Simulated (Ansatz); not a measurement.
# Run report: Mg3O, geometry relaxation (part 1 of 2)

Mg3O (Pm-3m, 4 atoms in the cell), computed with DFT PBE, scalar-relativistic, plane waves, PAW, no spin polarisation (Ansatz 0.2.0).

The structure was made by swapping elements on the sites of another compound; it need not be a known phase. It belongs to a series of runs on one base structure; here: Cu3Au (L1_2) type (Pm-3m, No. 221).

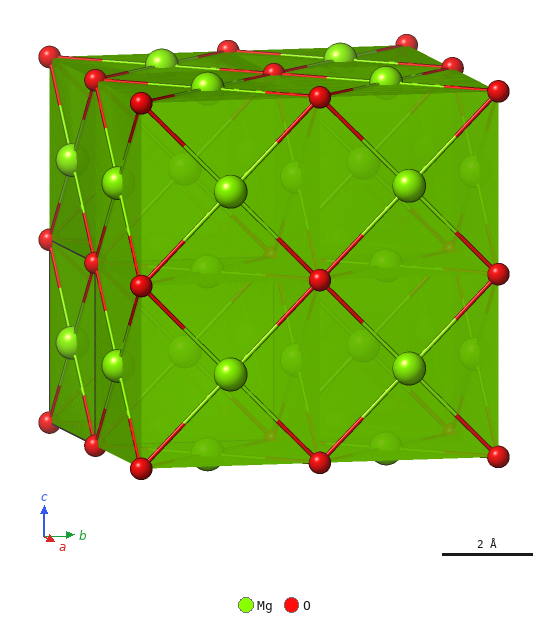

*The input geometry (polyhedral view of the cell of the calculation, repeated 2 × 2 × 2, seen slightly off an axis; polyhedra are completed across the faces of the cell).*

## The input
```yaml
crystal:
  lattice:
    - [4.1129870965, 0.0, 0.0]
    - [0.0, 4.1129870965, 0.0]
    - [0.0, 0.0, 4.1129870965]
  atoms:
    - { symbol: Mg, position: [0.0, 0.5, 0.5] }
    - { symbol: Mg, position: [0.5, 0.0, 0.5] }
    - { symbol: Mg, position: [0.5, 0.5, 0.0] }
    - { symbol: O, position: [0.0, 0.0, 0.0] }
basis:
  ecutwfc: 420
kpoints:
  mp_grid: { grid: [12, 12, 12] }
hamiltonian:
  xc: pbe
scf:
  occupations: { method: gaussian, width: 0.1 }
output:
  forces: true
  stress: true
  eigenvalues: true
  write_density: true
  write_potential: true
  elf: true
  volumetric_format: npy
relax:
  adjacent_minimum: "off"
  f_tol: 0.01
  max_steps: 80
  cell: { stress_tol: 0.05 }
```

Machine: 1 thread of Intel Xeon @ 2.50GHz (Skylake/Cascade Lake), 192 GiB of memory available, shared host.

Command:
```bash
ansatz run input.yaml --threads 1 --pin off --max-ram 2560MiB --backend cpu --events-out ev --progress --plain --runs-dir out
```

## Log
```
Engine: ansatz 0.2.0, x86_64-unknown-linux-gnu
Pseudopotentials: kind: paw
Pseudopotential: Mg, paw, valence charge 10, recommended cutoff 420 eV (normal), Mg.paw.azcp
Pseudopotential: O, paw, valence charge 6, recommended cutoff 420 eV (normal), O.paw.azcp
Functional definition: PBE
  parameter kappa = 0.804
  parameter beta = 0.06672455060314922
  exchange = pbe_x(kappa = kappa, mu = beta*pi^2/3)
  correlation = pbe_c(beta = beta)
Crystal: 4 atoms, lattice volume = 69.578 Å³
Basis set: ecut = 420 eV, 1357 PW (Γ), exchange–correlation on 60×60×60 points (8 copies of the dense FFT grid, shifted against one another)
Bands: 22, of which v1, the nominal top of the filled ones, is band 18 counted from 1 (17 counted from 0)
Symmetry: 48 space group operations
Space group: Pm-3m (ITA 221), of the structure as read, at distance tolerance 4.1e-5 Å
k-points: 84 of 1728
Non-local potential: Mg, projectors of the file, l = 0: 3, l = 1: 2, l = 2: 1
Non-local potential: O, projectors of the file, l = 0: 2, l = 1: 2, l = 2: 1
PAW form: soft (Blöchl's): semilocal exchange-correlation on the pseudo side does not see the compensation charge
PAW one-centre angular grid: Mg, 110 points (default); XC on 64 Gauss nodes
PAW one-centre angular grid: O, 110 points (default); XC on 64 Gauss nodes
Initial density: superposition of atomic densities (neutral atoms: chi_scale 0, normalization atom), corrected by the library's trained network
Initial wavefunctions: pseudopotential atomic-orbital guess
Functional: x = pbe(κ = 0.804, μ = 0.2195149727645171), c = pbe(β = 0.06672455060314922)
SCF iter   1: F=—  HF=-6336.807441 eV  |F-HF|=—  |Δ(HF+E_count)|=         —  Δρ=3.13e-3  dr2=8.85e-3  ethr=1.77e-3  ⟨swp⟩=5.6  Hψ=8197  notcnv=0
preconditioner: auto → Kerker (q_TF=auto, 2.445 Å⁻¹)  [metal: Δε(μ)=0.039 eV  Ē_g=5.612 eV  σ=0.100 eV  W_gap=0.21  n_scr=18 (ndim 8)  ℏωp=14.1 eV  f_vac=0.000  D(μ)=0.99/eV (n_scr^D=6)]
SCF iter   2: F=—  HF=-6336.805419 eV  |F-HF|=—  |Δ(HF+E_count)|=   2.02e-3  Δρ=2.71e-3  dr2=6.79e-3  ethr=2.46e-5  ⟨swp⟩=1.7  Hψ=2746  notcnv=0
SCF iter   3: F=—  HF=-6336.804515 eV  |F-HF|=—  |Δ(HF+E_count)|=   9.04e-4  Δρ=1.60e-3  dr2=2.12e-3  ethr=1.89e-5  ⟨swp⟩=2.0  Hψ=2337  notcnv=0  defer=1
SCF iter   4: F=—  HF=-6336.804458 eV  |F-HF|=—  |Δ(HF+E_count)|=   5.71e-5  Δρ=1.56e-3  dr2=1.97e-3  ethr=5.88e-6  ⟨swp⟩=1.0  Hψ=1842  notcnv=0  defer=1
SCF iter   5: F=—  HF=-6336.804166 eV  |F-HF|=—  |Δ(HF+E_count)|=   2.92e-4  Δρ=1.67e-4  dr2=3.19e-5  ethr=5.47e-6  ⟨swp⟩=2.0  Hψ=2052  notcnv=0  defer=1
SCF iter   6: F=—  HF=-6336.804046 eV  |F-HF|=—  |Δ(HF+E_count)|=   1.20e-4  Δρ=9.96e-5  dr2=9.62e-6  ethr=8.86e-8  ⟨swp⟩=1.8  Hψ=1973  notcnv=0  defer=1
SCF iter   7: F=—  HF=-6336.804044 eV  |F-HF|=—  |Δ(HF+E_count)|=   1.08e-6  Δρ=3.20e-5  dr2=1.10e-6  ethr=2.67e-8  ⟨swp⟩=1.7  Hψ=1925  notcnv=0  defer=1
SCF iter   8: F=—  HF=-6336.804044 eV  |F-HF|=—  |Δ(HF+E_count)|=   1.10e-7  Δρ=1.75e-5  dr2=3.21e-7  ethr=3.06e-9  ⟨swp⟩=1.2  Hψ=1855  notcnv=0  defer=1
SCF iter   9: F=-6336.804044 eV  HF=-6336.804044 eV  |F-HF|=4.26e-8  |Δ(HF+E_count)|=   4.04e-8  Δρ=6.60e-6  dr2=4.62e-8  ethr=2.78e-10  ⟨swp⟩=7.4  Hψ=9354  notcnv=0
SCF 1 converged in 9 iterations: F = -6336.804044 eV  dr2 = 4.62e-8
  greatest PAW one-centre occupation: 1.000 electrons in one spin orbital (limit 2), on the Mg atom at site 2 (counted from 0), in its partial waves of l = 0
relax step   1: F+E_penalty+E_count = -6336.80404424 eV  Δ(F+E_penalty+E_count) = +0.000e0 eV  max|allowed force component| = 2.007e-28 eV/Å  Δτ_max = 0.0000 Å  P = +0.297 GPa  Ω = 69.578 Å³  (9 SCF iters, dr2 threshold 1.00e-7 eV, accepted)
Crystal: 4 atoms, lattice volume = 70.146 Å³
Initial density: handed on by an earlier stage of this run
Initial wavefunctions: those handed on with the density
iter 1 solved again at ethr=5.51e-6 eV; its pass at ethr=3.10e-3 eV (dr2=1.98e-3 eV) is discarded
SCF iter   1: F=—  HF=-6336.804167 eV  |F-HF|=—  |Δ(HF+E_count)|=         —  Δρ=1.30e-3  dr2=2.03e-3  ethr=5.51e-6  ⟨swp⟩=1.0  Hψ=7684  notcnv=0
preconditioner: auto → Kerker (q_TF=auto, 2.441 Å⁻¹)  [metal: Δε(μ)=0.051 eV  Ē_g=5.600 eV  σ=0.100 eV  W_gap=0.27  n_scr=18 (ndim 8)  ℏωp=14.0 eV  f_vac=0.000  D(μ)=0.96/eV (n_scr^D=6)]
SCF iter   2: F=—  HF=-6336.803927 eV  |F-HF|=—  |Δ(HF+E_count)|=   2.40e-4  Δρ=5.65e-4  dr2=5.39e-4  ethr=5.51e-6  ⟨swp⟩=1.1  Hψ=1856  notcnv=0
SCF iter   3: F=—  HF=-6336.803827 eV  |F-HF|=—  |Δ(HF+E_count)|=   1.01e-4  Δρ=1.29e-4  dr2=3.33e-5  ethr=1.50e-6  ⟨swp⟩=1.9  Hψ=2020  notcnv=0
SCF iter   4: F=—  HF=-6336.803691 eV  |F-HF|=—  |Δ(HF+E_count)|=   1.36e-4  Δρ=3.89e-5  dr2=1.37e-6  ethr=9.25e-8  ⟨swp⟩=2.0  Hψ=2270  notcnv=0
iter 5 did not close the SCF: its close was put off for the readings that it lacked (scf_convergence_deferred on its scf_iter line)
SCF iter   5: F=-6336.803690 eV  HF=-6336.803690 eV  |F-HF|=5.55e-8  |Δ(HF+E_count)|=   2.84e-7  Δρ=1.24e-5  dr2=1.17e-7  ethr=3.79e-9  ⟨swp⟩=3.0  Hψ=3320  notcnv=0
SCF iter   6: F=-6336.803690 eV  HF=-6336.803690 eV  |F-HF|=4.13e-9  |Δ(HF+E_count)|=   1.62e-8  Δρ=3.40e-6  dr2=9.70e-9  ethr=3.25e-10  ⟨swp⟩=5.8  Hψ=11192  notcnv=0
SCF 2 converged in 6 iterations: F = -6336.803690 eV  dr2 = 9.70e-9
  greatest PAW one-centre occupation: 1.000 electrons in one spin orbital (limit 2), on the Mg atom at site 1 (counted from 0), in its partial waves of l = 0
relax step   2: F+E_penalty+E_count = -6336.80369037 eV  Δ(F+E_penalty+E_count) = +3.539e-4 eV  max|allowed force component| = 1.191e-28 eV/Å  Δτ_max = 0.0000 Å  P = -0.133 GPa  Ω = 70.146 Å³  energy of the carried Pulay correction = -6.397e-4 eV  (6 SCF iters, dr2 threshold 2.20e-7 eV, accepted)
Crystal: 4 atoms, lattice volume = 69.969 Å³
iter 1 solved again at ethr=5.37e-7 eV; its pass at ethr=3.10e-3 eV (dr2=1.93e-4 eV) is discarded
SCF iter   1: F=—  HF=-6336.804117 eV  |F-HF|=—  |Δ(HF+E_count)|=         —  Δρ=4.02e-4  dr2=1.94e-4  ethr=5.37e-7  ⟨swp⟩=1.0  Hψ=7628  notcnv=0
preconditioner: auto → Kerker (q_TF=auto, 2.442 Å⁻¹)  [metal: Δε(μ)=0.046 eV  Ē_g=5.597 eV  σ=0.100 eV  W_gap=0.25  n_scr=18 (ndim 8)  ℏωp=14.0 eV  f_vac=0.000  D(μ)=0.98/eV (n_scr^D=6)]
SCF iter   2: F=—  HF=-6336.804097 eV  |F-HF|=—  |Δ(HF+E_count)|=   2.03e-5  Δρ=1.75e-4  dr2=5.14e-5  ethr=5.37e-7  ⟨swp⟩=1.1  Hψ=1856  notcnv=0
SCF iter   3: F=—  HF=-6336.803965 eV  |F-HF|=—  |Δ(HF+E_count)|=   1.32e-4  Δρ=3.96e-5  dr2=3.17e-6  ethr=1.43e-7  ⟨swp⟩=1.9  Hψ=2012  notcnv=0
SCF iter   4: F=—  HF=-6336.803962 eV  |F-HF|=—  |Δ(HF+E_count)|=   2.35e-6  Δρ=1.21e-5  dr2=1.30e-7  ethr=8.79e-9  ⟨swp⟩=2.0  Hψ=2269  notcnv=0
iter 5 did not close the SCF: its close was put off for the readings that it lacked (scf_convergence_deferred on its scf_iter line)
SCF iter   5: F=-6336.803962 eV  HF=-6336.803962 eV  |F-HF|=4.79e-9  |Δ(HF+E_count)|=   2.85e-8  Δρ=3.86e-6  dr2=1.15e-8  ethr=3.60e-10  ⟨swp⟩=3.0  Hψ=3314  notcnv=0
SCF iter   6: F=-6336.803962 eV  HF=-6336.803962 eV  |F-HF|=3.31e-10  |Δ(HF+E_count)|=   1.33e-9  Δρ=1.03e-6  dr2=8.76e-10  ethr=3.18e-11  ⟨swp⟩=4.9  Hψ=9726  notcnv=0
SCF 3 converged in 6 iterations: F = -6336.803962 eV  dr2 = 8.76e-10
relax step   3: F+E_penalty+E_count = -6336.80396219 eV  Δ(F+E_penalty+E_count) = -2.718e-4 eV  max|allowed force component| = 6.127e-29 eV/Å  Δτ_max = 0.0000 Å  P = -0.001 GPa  Ω = 69.969 Å³  energy of the carried Pulay correction = -4.415e-4 eV  (6 SCF iters, dr2 threshold 4.40e-8 eV, accepted)
Initial wavefunctions: pseudopotential atomic-orbital guess (no wavefunctions were taken with the density)
iter 1 solved again at ethr=4.51e-6 eV; its pass at ethr=3.10e-3 eV (dr2=1.62e-3 eV) is discarded
SCF iter   1: F=—  HF=-6336.804531 eV  |F-HF|=—  |Δ(HF+E_count)|=         —  Δρ=4.26e-5  dr2=1.59e-7  ethr=4.51e-6  ⟨swp⟩=1.7  Hψ=11011  notcnv=0
eigensolver tolerance schedule: the retry pair's looser diagonalisation over-reported the residual by 10213.17 of it (diagonalisation noise at an unbounded share of the residual, at the tolerance the schedule requests for it); recorded, not acted on — ethr = c·dr2/N_el stays at c = 1.0e-1
preconditioner: auto → Kerker (q_TF=auto, 2.442 Å⁻¹)  [metal: Δε(μ)=0.047 eV  Ē_g=5.601 eV  σ=0.100 eV  W_gap=0.25  n_scr=18 (ndim 8)  ℏωp=14.0 eV  f_vac=0.000  D(μ)=0.97/eV (n_scr^D=6)]
SCF iter   2: F=—  HF=-6336.804414 eV  |F-HF|=—  |Δ(HF+E_count)|=   1.17e-4  Δρ=2.05e-5  dr2=1.75e-8  ethr=4.41e-10  ⟨swp⟩=3.0  Hψ=3783  notcnv=0
SCF iter   3: F=—  HF=-6336.804415 eV  |F-HF|=—  |Δ(HF+E_count)|=   1.02e-6  Δρ=5.12e-6  dr2=1.81e-9  ethr=4.87e-11  ⟨swp⟩=2.0  Hψ=2347  notcnv=0
SCF iter   4: F=—  HF=-6336.804415 eV  |F-HF|=—  |Δ(HF+E_count)|=   6.12e-8  Δρ=3.54e-7  dr2=5.96e-11  ethr=5.04e-12  ⟨swp⟩=2.0  Hψ=2347  notcnv=0
iter 5 did not close the SCF: its close was put off for the readings that it lacked (scf_convergence_deferred on its scf_iter line)
SCF iter   5: F=-6336.804415 eV  HF=-6336.804415 eV  |F-HF|=9.09e-13  |Δ(HF+E_count)|=  2.09e-11  Δρ=1.03e-7  dr2=9.26e-12  ethr=1.00e-12  ⟨swp⟩=1.0  Hψ=1848  notcnv=0
iter 6 did not close the SCF: its close was put off for the readings that it lacked (scf_convergence_deferred on its scf_iter line)
SCF iter   6: F=-6336.804415 eV  HF=-6336.804415 eV  |F-HF|=9.09e-13  |Δ(HF+E_count)|=  2.73e-12  Δρ=3.38e-8  dr2=7.87e-13  ethr=1.00e-12  ⟨swp⟩=1.0  Hψ=1848  notcnv=0
iter 7 did not close the SCF: its close was put off for the readings that it lacked (scf_convergence_deferred on its scf_iter line)
SCF iter   7: F=-6336.804415 eV  HF=-6336.804415 eV  |F-HF|=9.09e-13  |Δ(HF+E_count)|=  1.82e-12  Δρ=1.05e-8  dr2=5.49e-14  ethr=1.00e-12  ⟨swp⟩=1.0  Hψ=1848  notcnv=0
iter 8 did not close the SCF: its close was put off for the readings that it lacked (scf_convergence_deferred on its scf_iter line)
SCF iter   8: F=-6336.804415 eV  HF=-6336.804415 eV  |F-HF|=9.09e-13  |Δ(HF+E_count)|=  9.09e-13  Δρ=2.43e-9  dr2=4.33e-15  ethr=1.00e-12  ⟨swp⟩=1.0  Hψ=1848  notcnv=0
SCF iter   9: F=-6336.804415 eV  HF=-6336.804415 eV  |F-HF|=1.82e-12  |Δ(HF+E_count)|=  1.82e-12  Δρ=8.90e-10  dr2=6.06e-16  ethr=1.00e-12  ⟨swp⟩=2.8  Hψ=5640  notcnv=0
SCF 4 converged in 9 iterations: F = -6336.804415 eV  dr2 = 6.06e-16
relax step   4: F+E_penalty+E_count = -6336.80441490 eV  Δ(F+E_penalty+E_count) = -4.527e-4 eV  max|allowed force component| = 2.327e-29 eV/Å  Δτ_max = 0.0000 Å  P = +0.010 GPa  Ω = 69.969 Å³  stress off target by 1.03e-2 GPa  SCF on the basis re-selected at this cell (its energy is not comparable with the rows above)  (9 SCF iters)
```

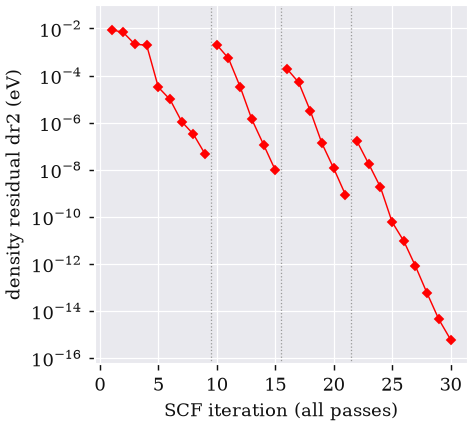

*Convergence of the self-consistent field: density residual dr2 against the SCF iteration. The dotted lines part the SCF passes of the relaxation: geometry steps, rejected trials and re-solves on a re-selected basis.*

The passes take 9, 6, 6 and 9 iterations.
